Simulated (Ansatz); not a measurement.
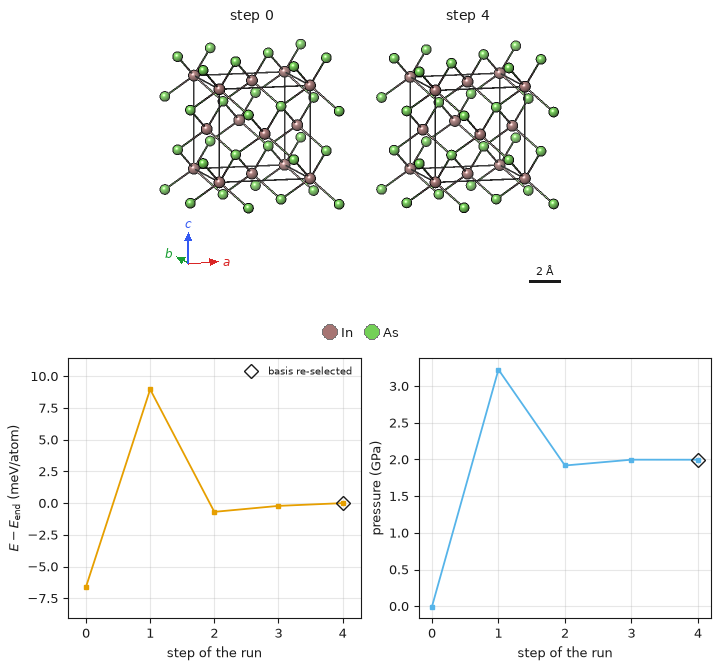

First and last geometry of a relaxation of solid InAs (set up in F-43m), with the history of the run. Style: ball-and-stick. Shown: the conventional cell (4 times the calculation's cell), slightly off an axis. Lengths and directions refer to the drawn axes.

Case: relaxed at 2 GPa.

All numbers below come from DFT PBE, scalar-relativistic, plane waves, PAW (Ansatz 0.2.0).

The input:
```yaml
crystal:
  lattice:
    - [0.0, 3.0937808095, 3.0937808095]
    - [3.0937808095, 0.0, 3.0937808095]
    - [3.0937808095, 3.0937808095, 0.0]
  atoms:
    - { symbol: In, position: [0.0, 0.0, 0.0] }
    - { symbol: As, position: [0.75, 0.75, 0.75] }
basis:
  ecutwfc: 420
kpoints:
  mp_grid: { grid: [12, 12, 12] }
hamiltonian:
  xc: pbe
scf:
  occupations: { method: fermi_dirac, width: 0.15 }
output:
  forces: true
  stress: true
  eigenvalues: true
relax:
  adjacent_minimum: "off"
  f_tol: 0.001
  max_steps: 60
  cell: { stress_tol: 0.02, p_target: 2.0 }
```

Run as
```bash
ansatz run input.yaml --threads 1 --pin off --max-ram 3072MiB --backend cpu --events-out ev --progress --plain --runs-dir out
```

### Did the run converge, and what did it change?

It converged. No atom moves by more than 0.005 Å relative to the cell. The drawn cell changes as follows: a = b = c 6.188 → 6.110 Å (−1.3 %); the volume changes by −3.7 %. Among the contacts that change: In1–As2 2.679 → 2.646 Å. The space group stays F-43m (No. 216). The energy rises by 6.6 meV per atom in 3 accepted moves (4 points after the start). With the target pressure of 2 GPa, the enthalpy E + pV changes by −7.2 meV per atom. All forces vanish by symmetry, so only the cell relaxes. Pressure: −0.01 GPa at the start and 2.00 GPa at the end. At 1 point the geometry stayed and the basis and grid were re-selected for the new cell (energy shift of 0.2 meV per atom at most each time).
